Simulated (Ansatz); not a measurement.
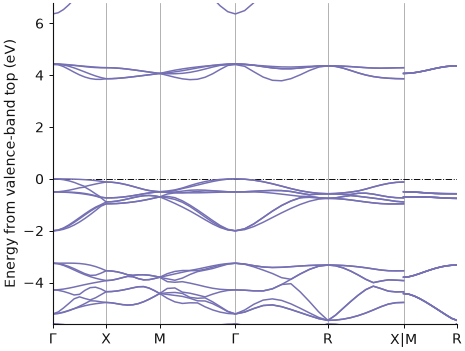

Band structure. Energies are counted from the top of the valence band.

What lattice type does the k path imply?

Answer. A simple cubic lattice: the path Γ–X–M–Γ–R–X|M–R runs through the special points of its Brillouin zone.

System: MgO$_{2}$, space group Pa-3, 12 atoms in the cell.

```cif
data_structure
_symmetry_space_group_name_H-M 'Pa-3'
_symmetry_Int_Tables_number 205
_cell_length_a 4.8286
_cell_length_b 4.8286
_cell_length_c 4.8286
_cell_angle_alpha 90.000
_cell_angle_beta 90.000
_cell_angle_gamma 90.000
_cell_volume 112.58
loop_
_atom_site_label
_atom_site_type_symbol
_atom_site_symmetry_multiplicity
_atom_site_Wyckoff_symbol
_atom_site_fract_x
_atom_site_fract_y
_atom_site_fract_z
_atom_site_occupancy
Mg1 Mg 4 a 0.00000 0.00000 0.00000 1
O1 O 8 c 0.58942 0.91058 0.08942 1
```

Ansatz 0.2.0; LDA, Ansatz PAW, no spin polarisation, no spin-orbit coupling, 6×6×6 k mesh, 420 eV cutoff, Fermi-Dirac smearing of 0.05 eV.

What does the band structure say about the gap?

Answer. The bands leave a gap. The gap along this path is 3.78 eV and indirect, from the valence-band top at Γ to the conduction-band bottom between Γ and R; the smallest direct gap is 3.91 eV, between Γ and X. At X the lowest conduction band lies only 0.08 eV higher.

How much do the top valence band and the lowest conduction band disperse along the path?

Answer. The top valence band spans 0.6 eV and the lowest conduction band 0.6 eV.

How many bands meet at the valence-band top?

Answer. Two bands meet at the valence-band top at Γ: it is doubly degenerate (spin aside).

What are the direct gaps at Γ, X and M?

Answer. The direct gaps are 4.41 eV at Γ, 3.98 eV at X and 4.56 eV at M.

The PAW data sets were made with another functional. LDA, GGA and most meta-GGA functionals understate gaps. The cell is at −6 GPa in this functional. The cell is a database's computed one.
